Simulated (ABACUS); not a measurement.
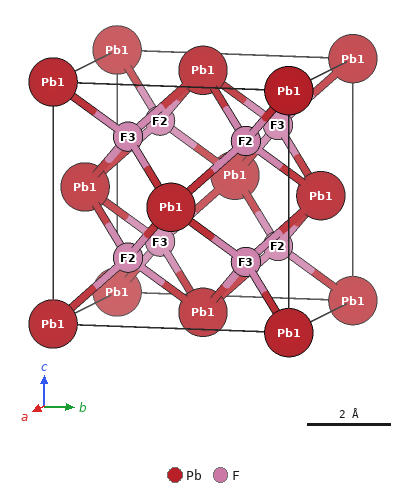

**Figure 1.** The structure as given in the input (ball-and-stick view of the cell 4 times as large as that of the calculation, set on its symmetry axes, seen slightly off an axis; atoms are numbered from 1 in the order of the input). An atom can appear more than once, as a periodic image. Near neighbours in the periodic cell (some may lie outside the picture): Pb has 8 F at 2.57 Å; F has 4 Pb at 2.57 Å.

# Run report: PbF2, band-structure run (part 1 of 2)

PbF2 (Fm-3m, 3 atoms in the cell), computed with Kohn-Sham DFT of a periodic cell, r2SCAN, SG15 ONCV 1.2 PBE, no spin polarisation (ABACUS 3.10.1).

The structure derives from an entry of the Crystallography Open Database. It belongs to a series of runs on one base structure; here: bands on the converged density.

Input file:
```
INPUT_PARAMETERS
suffix              PbF2
calculation         nscf
basis_type          pw
pseudo_dir          ./
symmetry            -1
dft_functional      MGGA_X_R2SCAN+MGGA_C_R2SCAN
ecutwfc             97.0
pseudo_rcut         7
nspin               1
nbands              24
ks_solver           dav
smearing_method     fd
smearing_sigma      0.00367493
scf_thr             1e-08
scf_nmax            100
mixing_type         broyden
mixing_beta         0.7
mixing_tau          1
init_chg            file
pw_diag_thr         1e-07
out_band            1
kpar                4
```

File STRU:
```
ATOMIC_SPECIES
Pb 207.2000 Pb_ONCV_PBE-1.2.upf
F 18.9984 F_ONCV_PBE-1.2.upf

LATTICE_CONSTANT
1.8897261246

LATTICE_VECTORS
-2.9636600000 0.0000000000 2.9636600000
0.0000000000 2.9636600000 2.9636600000
-2.9636600000 2.9636600000 0.0000000000

ATOMIC_POSITIONS
Direct

Pb
0.0
1
0.0000000000 0.0000000000 0.0000000000 1 1 1

F
0.0
2
0.2500000000 0.2500000000 0.2500000000 1 1 1
0.7500000000 0.7500000000 0.7500000000 1 1 1
```

File KPT:
```
K_POINTS
12
Line
0.00000000 0.00000000 0.00000000 10 // G
0.50000000 0.00000000 0.50000000 10 // X
0.50000000 0.25000000 0.75000000 10 // W
0.37500000 0.37500000 0.75000000 10 // K
0.00000000 0.00000000 0.00000000 10 // G
0.50000000 0.50000000 0.50000000 10 // L
0.62500000 0.25000000 0.62500000 10 // U
0.50000000 0.25000000 0.75000000 10 // W
0.50000000 0.50000000 0.50000000 10 // L
0.37500000 0.37500000 0.75000000 1 // K
0.62500000 0.25000000 0.62500000 10 // U
0.50000000 0.00000000 0.50000000 1 // X
```

Run on 4 threads of Intel Xeon (Granite Rapids), 32 GiB of memory available, shared host.

Command:
```bash
OMP_NUM_THREADS=1 mpirun -np 4 abacus > log
```

What the program printed:
```
ABACUS v3.10.1

               Atomic-orbital Based Ab-initio Computation at UStc

 ------------------------------------------------------------------------------------

 READING GENERAL INFORMATION
                           global_out_dir = OUT.PbF2/
                           global_in_card = INPUT
                               pseudo_dir = ./
                              orbital_dir =
                                    DSIZE = 4
                                    GSIZE = 1

 READING UNITCELL INFORMATION
                                    ntype = 2
                  lattice constant (Bohr) = 1.88973
              lattice constant (Angstrom) = 1

 READING ATOM TYPE 1
                               atom label = Pb
                      L=0, number of zeta = 1
                      L=1, number of zeta = 1
                      L=2, number of zeta = 1
             number of atom for this type = 1

 READING ATOM TYPE 2
                               atom label = F
                      L=0, number of zeta = 1
                      L=1, number of zeta = 1
                      L=2, number of zeta = 1
             number of atom for this type = 2

                        TOTAL ATOM NUMBER = 3
DIRECT COORDINATES
    atom                   x                   y                   z     mag                  vx                  vy                  vz
taud_Pb1            0.0000000000        0.0000000000        0.0000000000  0.0000        0.0000000000        0.0000000000        0.0000000000
taud_F1            0.2500000000        0.2500000000        0.2500000000  0.0000        0.0000000000        0.0000000000        0.0000000000
taud_F2            0.7500000000        0.7500000000        0.7500000000  0.0000        0.0000000000        0.0000000000        0.0000000000

                          Volume (Bohr^3) = 351.327
                             Volume (A^3) = 52.0613

 Lattice vectors: (Cartesian coordinate: in unit of a_0)
             -2.96366                  +0            +2.96366
                   +0            +2.96366            +2.96366
             -2.96366            +2.96366                  +0
 Reciprocal vectors: (Cartesian coordinate: in unit of 2 pi/a_0)
             -0.16871            -0.16871            +0.16871
             +0.16871            +0.16871            +0.16871
             -0.16871            +0.16871            -0.16871
 The esolver type has been set to : ksdft_pw

                PAO radial cut off (Bohr) = 7

 Read in pseudopotential file is Pb_ONCV_PBE-1.2.upf
                     pseudopotential type = NC
          exchange-correlation functional = PBE
                 nonlocal core correction = 0
                        valence electrons = 14
                                     lmax = 3
                           number of zeta = 0
                     number of projectors = 8
                           L of projector = 0
                           L of projector = 0
                           L of projector = 1
                           L of projector = 1
                           L of projector = 2
                           L of projector = 2
                           L of projector = 3
                           L of projector = 3
 XC functional updated to : MGGA_X_R2SCAN+MGGA_C_R2SCAN
          exchange-correlation functional = MGGA_X_R2SCAN+MGGA_C_R2SCAN
                PAO radial cut off (Bohr) = 7

 Read in pseudopotential file is F_ONCV_PBE-1.2.upf
                     pseudopotential type = NC
          exchange-correlation functional = PBE
                 nonlocal core correction = 0
                        valence electrons = 7
                                     lmax = 1
                           number of zeta = 0
                     number of projectors = 4
                           L of projector = 0
                           L of projector = 0
                           L of projector = 1
                           L of projector = 1
 XC functional updated to : MGGA_X_R2SCAN+MGGA_C_R2SCAN
          exchange-correlation functional = MGGA_X_R2SCAN+MGGA_C_R2SCAN
     initial pseudo atomic orbital number = 0

 SETUP THE ELECTRONS NUMBER
            electron number of element Pb = 14
      total electron number of element Pb = 14
             electron number of element F = 7
       total electron number of element F = 14
            AUTOSET number of electrons:  = 28
                           occupied bands = 14
                                   NBANDS = 24
                                   NLOCAL = 27

%%%%%%%%%%%%%%%%%%%%%%%%%%%%%%%%%%%%%%%%%%%%%%%%%%%%%%%%%%%%%%%%%%%%%%%%%%%%%%%%%%%%%%%%%%%%%%%%%%%%%%%%%%
 Warning: the number of valence electrons in pseudopotential > 4 for Pb: [Xe] 4f14 5d10 6s2 6p2
 Pseudopotentials with additional electrons can yield (more) accurate outcomes, but may be less efficient.
 If you're confident that your chosen pseudopotential is appropriate, you can safely ignore this warning.
%%%%%%%%%%%%%%%%%%%%%%%%%%%%%%%%%%%%%%%%%%%%%%%%%%%%%%%%%%%%%%%%%%%%%%%%%%%%%%%%%%%%%%%%%%%%%%%%%%%%%%%%%%

 SETUP THE PLANE WAVE BASIS
 energy cutoff for charge/potential (unit:Ry) = 388
            fft grid for charge/potential = [ 50, 50, 50 ]
                        fft grid division = [ 1, 1, 1 ]
        big fft grid for charge/potential = [ 50, 50, 50 ]
                                     nbxx = 125000
                                     nrxx = 125000

 SETUP PLANE WAVES FOR CHARGE/POTENTIAL
                    number of plane waves = 45239
                         number of sticks = 1663

 PARALLEL PW FOR CHARGE/POTENTIAL
     PROC   COLUMNS(POT)             PW
        1           1663          45239
 --------------- sum -------------------
        1           1663          45239
                            number of |g| = 414
                                  max |g| = 35.0666
                                  min |g| = 0

----------- Double Check Mixing Parameters Begin ------------
mixing_type: broyden
mixing_beta: 0.7
mixing_gg0: 1
mixing_gg0_min: 0.1
mixing_ndim: 8
----------- Double Check Mixing Parameters End ------------

 SETUP K-POINTS
                                    nspin = 1
                                   nkstot = 102
K-POINTS DIRECT COORDINATES
 KPOINTS    DIRECT_X    DIRECT_Y    DIRECT_Z  WEIGHT
       1  0.00000000  0.00000000  0.00000000  1.0000
       2  0.05000000  0.00000000  0.05000000  1.0000
       3  0.10000000  0.00000000  0.10000000  1.0000
       4  0.15000000  0.00000000  0.15000000  1.0000
       5  0.20000000  0.00000000  0.20000000  1.0000
       6  0.25000000  0.00000000  0.25000000  1.0000
       7  0.30000000  0.00000000  0.30000000  1.0000
       8  0.35000000  0.00000000  0.35000000  1.0000
       9  0.40000000  0.00000000  0.40000000  1.0000
      10  0.45000000  0.00000000  0.45000000  1.0000
      11  0.50000000  0.00000000  0.50000000  1.0000
      12  0.50000000  0.02500000  0.52500000  1.0000
      13  0.50000000  0.05000000  0.55000000  1.0000
      14  0.50000000  0.07500000  0.57500000  1.0000
      15  0.50000000  0.10000000  0.60000000  1.0000
      16  0.50000000  0.12500000  0.62500000  1.0000
      17  0.50000000  0.15000000  0.65000000  1.0000
      18  0.50000000  0.17500000  0.67500000  1.0000
      19  0.50000000  0.20000000  0.70000000  1.0000
      20  0.50000000  0.22500000  0.72500000  1.0000
      21  0.50000000  0.25000000  0.75000000  1.0000
      22  0.48750000  0.26250000  0.75000000  1.0000
      23  0.47500000  0.27500000  0.75000000  1.0000
      24  0.46250000  0.28750000  0.75000000  1.0000
      25  0.45000000  0.30000000  0.75000000  1.0000
      26  0.43750000  0.31250000  0.75000000  1.0000
      27  0.42500000  0.32500000  0.75000000  1.0000
      28  0.41250000  0.33750000  0.75000000  1.0000
      29  0.40000000  0.35000000  0.75000000  1.0000
      30  0.38750000  0.36250000  0.75000000  1.0000
[... 72 further k points ...]

           k-point number in this process = 26
       minimum distributed K point number = 25

[... K-POINTS CARTESIAN COORDINATES: 26 rows ...]

[... K-POINTS DIRECT COORDINATES: 26 rows ...]

 SETUP PLANE WAVES FOR WAVE FUNCTIONS
     energy cutoff for wavefunc (unit:Ry) = 97
              fft grid for wave functions = [ 50, 50, 50 ]
                    number of plane waves = 6855
                         number of sticks = 475

 PARALLEL PW FOR WAVE FUNCTIONS
     PROC   COLUMNS(POT)             PW
        1            475           6855
 --------------- sum -------------------
        1            475           6855

 SETUP NONLOCAL PSEUDOPOTENTIALS IN PLANE WAVE BASIS
 Pb non-local projectors:
 projector 1 L=0
 projector 2 L=0
 projector 3 L=1
 projector 4 L=1
 projector 5 L=2
 projector 6 L=2
 projector 7 L=3
 projector 8 L=3
 F non-local projectors:
 projector 1 L=0
 projector 2 L=0
 projector 3 L=1
 projector 4 L=1
      TOTAL NUMBER OF NONLOCAL PROJECTORS = 48

 Init Non-Local PseudoPotential table :
 Init Non-Local-Pseudopotential done.

                                     npwx = 5769

 -------------------------------------------
 NONSELF-CONSISTENT
 -------------------------------------------
                                 init_chg = file
 try to read charge from file
 Read in the charge density: OUT.PbF2//PbF2-CHARGE-DENSITY.restart
 try to read kinetic energy density from file
 Read in the kinetic energy density: OUT.PbF2//PbF2-TAU-DENSITY.restart

 PW ALGORITHM --------------- ION=   1  ELEC=   1--------------------------------
```
